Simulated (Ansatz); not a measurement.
Cu: several calculations on one system

**1. Relaxation**

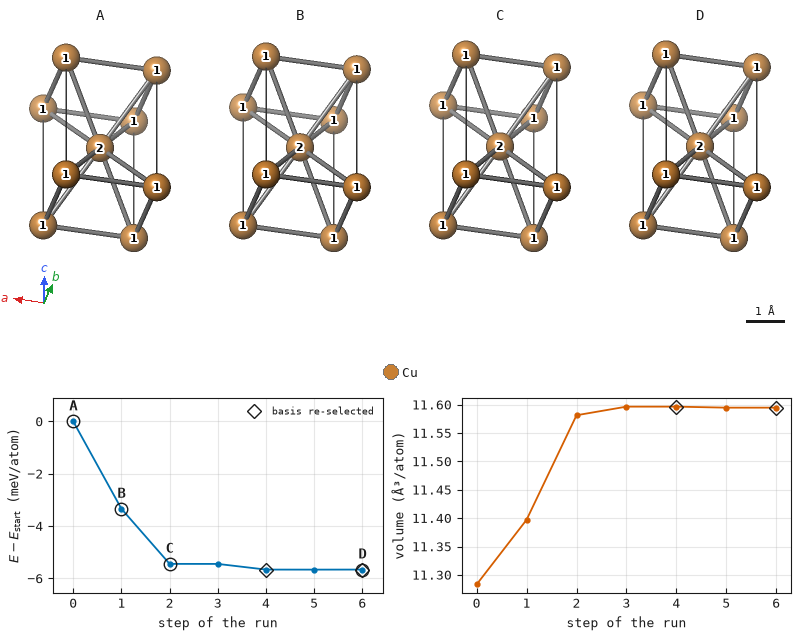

Frames of a relaxation of solid Cu (set up in I4/mmm), marked on the history of the run. A ball-and-stick model of the cell of the calculation, seen from a free direction.

Case: biaxial strain in the a-b plane of -4.0 %; c and atoms relaxed.

Method: DFT PBE, scalar-relativistic, plane waves, PAW in Ansatz. Set-up: plane-wave cutoff 420 eV; k-point mesh 20 × 20 × 14; occupations gaussian; smearing width 0.1 eV; no spin polarisation; cell relaxed at fixed a, b, gamma; force threshold 0.008 eV/Å; at most 40 steps.

### Describe the path.

The energy falls by 5.7 meV per atom in 4 accepted moves (6 points after the start). All forces vanish by symmetry, so only the cell relaxes. The pressure goes from 9.64 to 5.08 GPa. At 2 points the geometry stayed and the basis and grid were re-selected for the new cell (energy shift of 0.2 meV per atom at most each time). No atom moves by more than 0.005 Å relative to the cell. Cell: a = b unchanged at 2.464 Å, c 3.717 → 3.820 Å (+2.8 %). Volume +2.8 %. Among the contacts that change: Cu1–Cu2 2.547 → 2.585 Å. The space group stays I4/mmm (No. 139). From step 0 to 1: volume +1.0 %, energy −3.3 meV per atom. From step 1 to 2: volume +1.6 %, energy −2.1 meV per atom. From step 2 to 6: volume +0.1 %, energy −0.2 meV per atom.

**2. Relaxation**

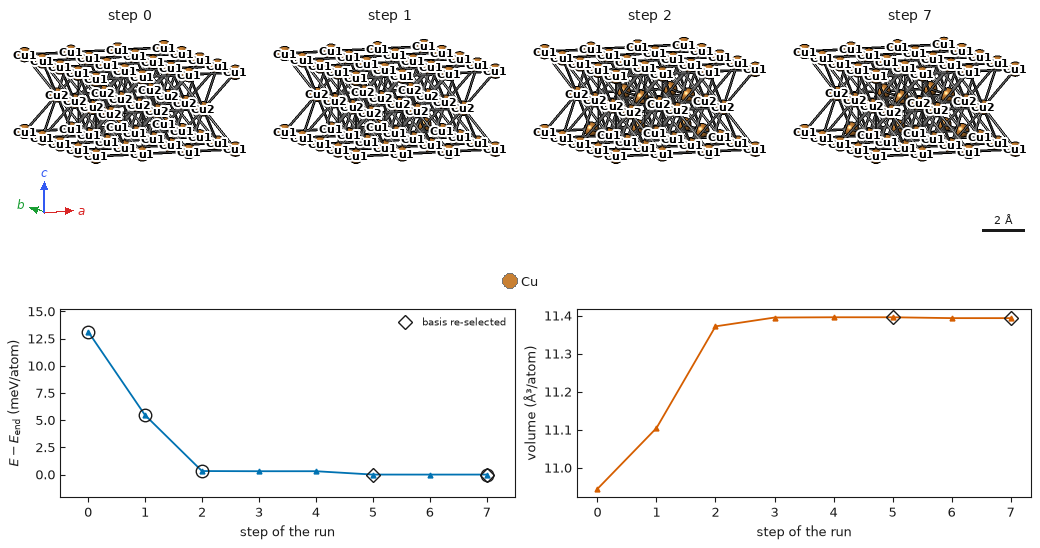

Frames of a relaxation of a crystal of Cu (set up in I4/mmm), marked on the history of the run. Style: ball-and-stick. Shown: the cell of the calculation, repeated 3 × 4 × 1 with one cell outlined, slightly off an axis.

Case: biaxial strain in the a-b plane of -6.0 %; c and atoms relaxed.

Method: Ansatz, DFT PBE, scalar-relativistic, plane waves, PAW.

Input file:
```yaml
crystal:
  lattice:
    - [1.7060073208, 1.7060073208, 0.0]
    - [-1.7060073208, 1.7060073208, 0.0]
    - [0.0, 0.0, 3.7604757113]
  atoms:
    - { symbol: Cu, position: [0.0, 0.0, 0.0] }
    - { symbol: Cu, position: [0.5, 0.5, 0.5] }
basis:
  ecutwfc: 420
kpoints:
  mp_grid: { grid: [20, 20, 14] }
hamiltonian:
  xc: pbe
scf:
  occupations: { method: gaussian, width: 0.1 }
output:
  forces: true
  stress: true
  eigenvalues: true
relax:
  adjacent_minimum: "off"
  f_tol: 0.008
  max_steps: 40
  cell: { stress_tol: 0.015, fix: [a, b, gamma] }
```

Run as
```bash
ansatz run input.yaml --threads 1 --pin off --max-ram 2560MiB --backend cpu --events-out ev --progress --plain --runs-dir out
```

Describe the path.

Answer. After 5 accepted moves (7 points after the start) the energy has fallen by 13.2 meV per atom. All forces vanish by symmetry, so only the cell relaxes. The pressure goes from 16.07 to 8.75 GPa. The SCF was repeated twice at an unchanged geometry on a basis and grid sized afresh for the cell, which shifted the energy by 0.3 meV per atom at most. No atom moves by more than 0.005 Å relative to the cell. Cell: a = b unchanged at 2.413 Å, c 3.760 → 3.915 Å (+4.1 %). Volume +4.1 %. Near-neighbour distances that change, for instance: Cu1–Cu2 2.539 → 2.596 Å. The space group stays I4/mmm (No. 139). Cost: 2.3 min on 1 thread of Arm Neoverse V1, with other jobs on the host, peak memory 0.49 GiB. From step 0 to 1: volume +1.5 %, energy −7.7 meV per atom. From step 1 to 2: volume +2.4 %, energy −5.1 meV per atom. From step 2 to 7: volume +0.2 %, energy −0.3 meV per atom.

**3. Series**

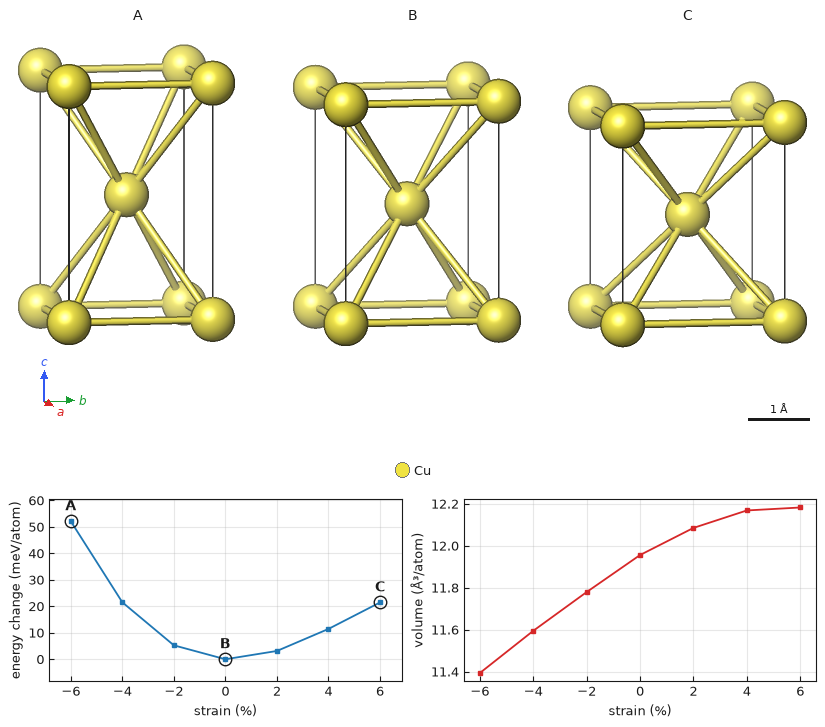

Members of a series of calculations on a crystal of Cu (set up in Fm-3m), marked on the first curve. A ball-and-stick model of the cell of the calculation, seen slightly off an axis.

Theory: Ansatz, DFT PBE, scalar-relativistic, plane waves, PAW. (plane-wave cutoff 420 eV; k-point mesh 20 × 20 × 14; occupations gaussian; smearing width 0.1 eV; no spin polarisation)

> Describe the series.

Biaxial strain in the a–b plane, c and atoms relaxed. A (strain −6.0 %): energy change 52.1 meV/atom, volume 11.39 Å³ per atom. B (strain 0.0 %): energy change 0.0 meV/atom, volume 11.96 Å³ per atom. C (strain 6.0 %): energy change 21.5 meV/atom, volume 12.18 Å³ per atom. The rest compares A with C. The drawn cell changes as follows: a = b 2.413 → 2.721 Å (+12.8 %), c 3.915 → 3.292 Å (−15.9 %); the volume changes by +6.9 %. Near-neighbour distances before and after: Cu–Cu 2.413 → 2.721 Å, Cu–Cu 2.596 → 2.532 Å.
